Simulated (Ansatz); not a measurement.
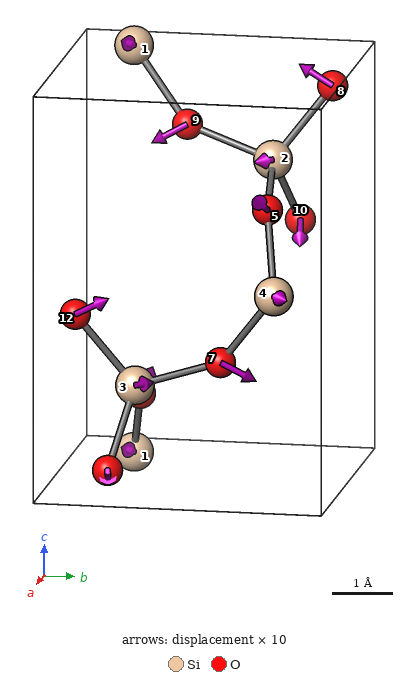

This is a relaxation of a crystal of SiO2 (set up in P4_32_12). The starting structure is drawn; purple arrows show the displacements (the part carried along by the change of the cell is left out), magnified 10 times.

The picture is a ball-and-stick view of the cell of the calculation, seen slightly off an axis.

Case: biaxial strain in the a-b plane of -1.5 %; c and atoms relaxed.

Method: Ansatz, DFT PBEsol, scalar-relativistic, plane waves, PAW.

Input file:
```yaml
crystal:
  lattice:
    - [4.952364743, 0.0, 0.0]
    - [0.0, 4.952364743, 0.0]
    - [0.0, 0.0, 7.0687808502]
  atoms:
    - { symbol: Si, position: [0.2019639405, 0.2019639405, 0.0] }
    - { symbol: Si, position: [0.2980360595, 0.7019639405, 0.75] }
    - { symbol: Si, position: [0.7019639405, 0.2980360595, 0.25] }
    - { symbol: Si, position: [0.7980360595, 0.7980360595, 0.5] }
    - { symbol: O, position: [0.6018611541, 0.7395004254, 0.6783646081] }
    - { symbol: O, position: [0.3981388459, 0.2604995746, 0.1783646081] }
    - { symbol: O, position: [0.7395004254, 0.6018611541, 0.3216353919] }
    - { symbol: O, position: [0.2395004254, 0.8981388459, 0.9283646081] }
    - { symbol: O, position: [0.2604995746, 0.3981388459, 0.8216353919] }
    - { symbol: O, position: [0.1018611541, 0.7604995746, 0.5716353919] }
    - { symbol: O, position: [0.8981388459, 0.2395004254, 0.0716353919] }
    - { symbol: O, position: [0.7604995746, 0.1018611541, 0.4283646081] }
basis:
  ecutwfc: 420
kpoints:
  mp_grid: { grid: [6, 6, 4] }
hamiltonian:
  xc: pbesol
scf:
  occupations: { method: gaussian, width: 0.02 }
output:
  forces: true
  stress: true
  eigenvalues: true
relax:
  adjacent_minimum: "off"
  f_tol: 0.008
  max_steps: 40
  cell: { stress_tol: 0.015, fix: [a, b, gamma] }
```

Command:
```bash
ansatz run input.yaml --threads 2 --pin off --max-ram 5120MiB --backend cpu --events-out ev --progress --plain --runs-dir out
```

**Which element moves most?**

Oxygen: up to 0.070 Å, against 0.041 Å for silicon.

**Describe the change and its energy.**

The largest moves relative to the cell, 0.070 Å, are those of 8 atoms (O5, O6, O7, O8 and others). O6 goes roughly along [−3 0 1]. By element the largest moves are O 0.070 Å, Si 0.041 Å. The volume changes by −1.3 %, with a = b unchanged at 4.952 Å, c 7.069 → 6.977 Å (−1.3 %). Near-neighbour distances that change, for instance: Si1–O11 1.598 → 1.619 Å. Among the angles between lasting bonds that change: Si1–O8–Si2 146.4° → 143.5°. The space group stays P4_32_12 (No. 96). Over 7 accepted moves (10 points after the start) the energy falls by 5.2 meV per atom. The largest force component goes from 0.57 to 0.00091 eV/Å. Pressure: 3.67 GPa at the start and 0.57 GPa at the end. The SCF was repeated 3 times at an unchanged geometry on a basis and grid sized afresh for the cell, which shifted the energy by 0.5 meV per atom at most. The run took 2.3 min on 2 threads of Arm Neoverse V1, with other jobs on the host, peak memory 0.48 GiB.
